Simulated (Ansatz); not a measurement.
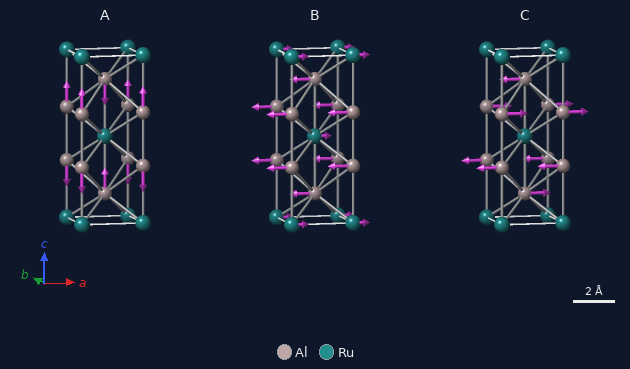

Three optical modes of solid Al2Ru relaxed at 5 GPa at the zone centre, in no order (one member of each degenerate set). The pink arrows give the relative displacements of the atoms. A ball-and-stick model of the conventional cell (2 times the calculation's cell), seen slightly off an axis. Lengths and directions refer to the drawn axes.

All numbers below come from DFT LDA, scalar-relativistic, plane waves, PAW (Ansatz). Set-up: plane-wave cutoff 420 eV; k-point mesh 20 × 20 × 20; occupations fermi dirac; smearing width 0.15 eV; target pressure 5 GPa; no spin polarisation.

The frequencies depend somewhat on the k-mesh and the smearing.

> Order them from the lowest to the highest frequency (imaginary ones first).

B (277 cm⁻¹), C (349 cm⁻¹), A (465 cm⁻¹). B, E_u: The Al sublattice moves against the Ru sublattice, along a; the kinetic energy is shared as Al 65 %, Ru 35 %. C, E_g: The Ru atoms stay at rest; all motion is along a; atoms of one kind move against one another, with no net shift of their sublattice. A, A₁g: The Ru atoms stay at rest; all motion is along c; atoms of one kind move against one another, with no net shift of their sublattice. The crystal is metallic in this run.
